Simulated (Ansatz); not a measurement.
## A series of single points on KF

System: KF (2 atoms in the cell).
Method: DFT r2SCAN, scalar-relativistic, plane waves, PAW, no spin polarisation (Ansatz 0.2.0).

The 7 runs differ only in the geometry, by a strain of the cell at fixed fractional positions. Against run 4, the strain is εxx = −0.99 η and εyy = η. The structure derives from an entry of the Crystallography Open Database.

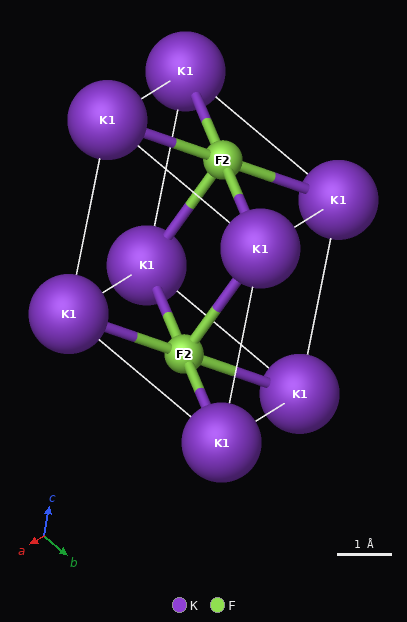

Figure 1. The structure of run 4 (ball-and-stick view of the reduced cell, seen slightly off an axis; atoms are numbered from 1 in the order of the input). An atom can appear more than once, as a periodic image.

## Input of run 4
```yaml
crystal:
  lattice:
    - [0.0, 2.6601325, 2.6735]
    - [2.6868675, 0.0, 2.6735]
    - [2.6868675, 2.6601325, 0.0]
  atoms:
    - { symbol: K, position: [0.0, 0.0, 0.0] }
    - { symbol: F, position: [0.5, 0.5, 0.5] }
basis:
  ecutwfc: 500
kpoints:
  mp_grid: { grid: [8, 8, 8] }
hamiltonian:
  xc: r2scan
scf:
  occupations: { method: gaussian, width: 0.05 }
output:
  forces: true
  stress: true
  eigenvalues: true
```

Command:
```bash
ansatz run input.yaml --threads 1 --pin off --max-ram 2560MiB --backend cpu --events-out ev --progress --plain --runs-dir out
```

Lattice vectors (Å) and fractional positions of run 4:
```
   0.000000    2.660133    2.673500
   2.686867    0.000000    2.673500
   2.686867    2.660133    0.000000
K   0.000000  0.000000  0.000000
F   0.500000  0.500000  0.500000
```

Run 3 differs from it as follows:
```diff
-    - [0.0, 2.6601325, 2.6735]
-    - [2.6868675, 0.0, 2.6735]
-    - [2.6868675, 2.6601325, 0.0]
+    - [0.0, 2.65344875, 2.6735]
+    - [2.69355125, 0.0, 2.6735]
+    - [2.69355125, 2.65344875, 0.0]
```

## Results, with one run withheld

```csv
run,strain parameter η (%),"free energy per atom, from the lowest run given (meV)",pressure (GPa),gap on the mesh (eV)
1,−1.0050,1.48,−0.48,6.79
2,−0.7538,1.02,−0.50,6.80
3,−0.2513,?,?,?
4,0.0000,0.13,−0.54,6.81
5,0.2513,0.00,−0.55,6.82
6,1.5075,0.64,−0.52,6.80
7,2.5126,2.68,−0.43,6.78
```

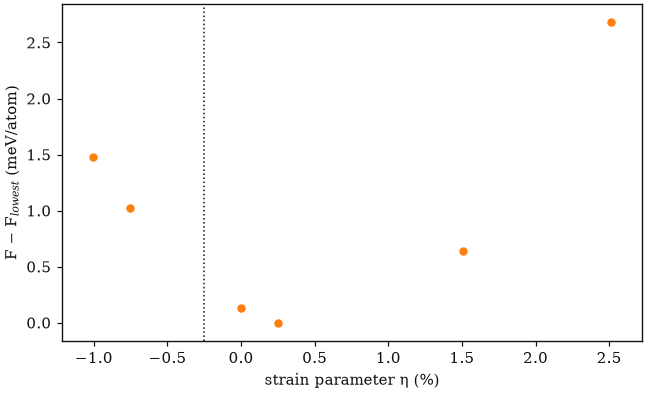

Figure 2. Free energy per atom of the runs given; the dotted line marks run 3.

Estimate the energy of run 3 from the others.

A cubic polynomial in the coordinate, fitted to the 6 runs given, misses them by under 0.01 meV per atom. With x = η − 0.4188, it reads F = −0.035354 − 0.11212 x + 0.67103 x² + 0.00093219 x³ (meV per atom). At run 3 it gives 0.34 meV per atom, and the run itself gives 0.34. The fit has its minimum at η = 0.5023 %. The gap on the mesh lies between 6.78 eV (run 7) and 6.82 eV (run 5); run 3 has 6.81 eV. These are gaps of this functional on this mesh, which can miss the band edges; they aren't the measured gap.

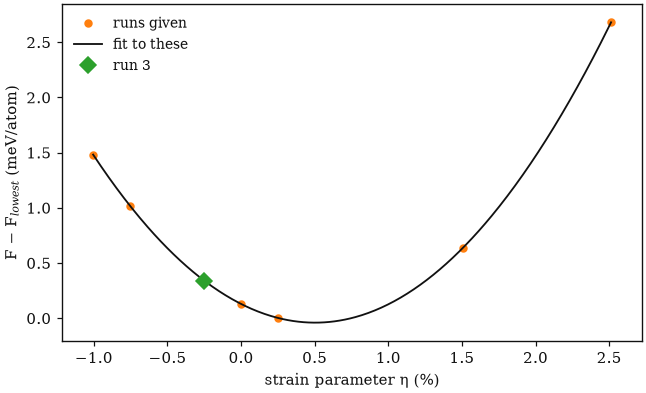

Figure 3. The fit and the withheld run.

## Output, shortened to warnings, some set-up lines, iterations and results (run 3)
```
Basis set: ecut = 500 eV, 941 PW (Γ), exchange–correlation on 120×120×120 points (64 copies of the dense FFT grid, shifted against one another)
Symmetry: 8 space group operations
k-points: 95 of 512
Initial density: superposition of atomic densities (neutral atoms: chi_scale 0, normalization atom), corrected by the library's trained network
[...]
SCF iter   1: F=—  HF=-2355.150320 eV  |F-HF|=—  |Δ(HF+E_count)|=         —  Δρ=7.39e-3  dr2=1.94e-2  dr2_τ=2.71e-2  ethr=1.77e-3  ⟨swp⟩=6.0  Hψ=7501  notcnv=0
SCF iter   2: F=—  HF=-2355.190789 eV  |F-HF|=—  |Δ(HF+E_count)|=   4.05e-2  Δρ=5.29e-3  dr2=3.87e-3  dr2_τ=8.76e-4  ethr=1.21e-4  ⟨swp⟩=2.5  Hψ=3015  notcnv=0
SCF iter   3: F=—  HF=-2355.189882 eV  |F-HF|=—  |Δ(HF+E_count)|=   9.08e-4  Δρ=1.51e-3  dr2=3.18e-4  dr2_τ=5.96e-5  ethr=2.42e-5  ⟨swp⟩=2.0  Hψ=2011  notcnv=0
SCF iter   4: F=—  HF=-2355.189851 eV  |F-HF|=—  |Δ(HF+E_count)|=   3.11e-5  Δρ=2.17e-4  dr2=4.23e-6  dr2_τ=1.79e-6  ethr=1.99e-6  ⟨swp⟩=2.0  Hψ=1637  notcnv=0
SCF iter   5: F=—  HF=-2355.189853 eV  |F-HF|=—  |Δ(HF+E_count)|=   2.09e-6  Δρ=3.55e-5  dr2=2.25e-7  dr2_τ=5.98e-8  ethr=2.64e-8  ⟨swp⟩=2.0  Hψ=1881  notcnv=0
SCF iter   6: F=-2355.189853 eV  HF=-2355.189853 eV  |F-HF|=5.51e-9  |Δ(HF+E_count)|=   1.82e-7  Δρ=5.31e-6  dr2=5.02e-9  dr2_τ=1.25e-9  ethr=6.25e-10  ⟨swp⟩=5.0  Hψ=5550  …
SCF 1 converged in 6 iterations: F = -2355.189853 eV  dr2 = 5.02e-9
SCF converged after 6 iterations
Free energy (F): -2355.189853 eV
Harris-Foulkes:  -2355.189853 eV  (|F-HF|=5.51e-9)
Internal energy: -2355.189853 eV  (E = F + TS)
E sigma→0 (E₀):  -2355.189853 eV
Fermi energy:    4.319232 eV
--- Per-component energies (eV) ---
  E_band       = -139.068884
  E_kinetic    = 463.580326
  E_local      = -1113.334842  (includes V_loc(G=0)·N_el)
  E_nonlocal   = 85.223031
  E_hartree    = 402.178415
  E_xc         = -214.538869
  E_vxc        = -304.692558  (∫ρ·V_xc dr)
  E_paw        = -990.655763  (= ΣΔE_a)
  E_vpaw       = -94.207414  (= ΣTr[D̂ρ^β])
  E_aug_tail   = 0.001027  (compensation charges beyond the density's cutoff)
  E_vtau       = 20.006343  (kinetic-family band-sum trace: ∫τ·v_τ [+ j·A + Jᵃ·Aᵃ] dr)
  E_ewald      = -987.415601
  E_core_change = -0.227577  (= ΣΔE_core)
  E_smearing   = -0.000000  (= −TS)
  E_closure    = -0.000000  (closes the sum)
  Σ components = -2355.189853   (vs F -2355.189853, Δ=0.00e0)
--- Forces (eV/Å), atoms counted from 1 ---
  atom   1  K      0.00000000     0.00000000     0.00000000
  atom   2  F      0.00000000     0.00000000    -0.00000000
  max |Σ_I F_I| component: 1.26e-29 eV/Å
--- Stress (GPa, compression-positive) ---
       -0.955780       0.000000       0.000000
        0.000000      -0.094909       0.000000
        0.000000       0.000000      -0.545954
  P = ⅓ Tr σ = -0.5322 GPa (-5.322 kbar)
```
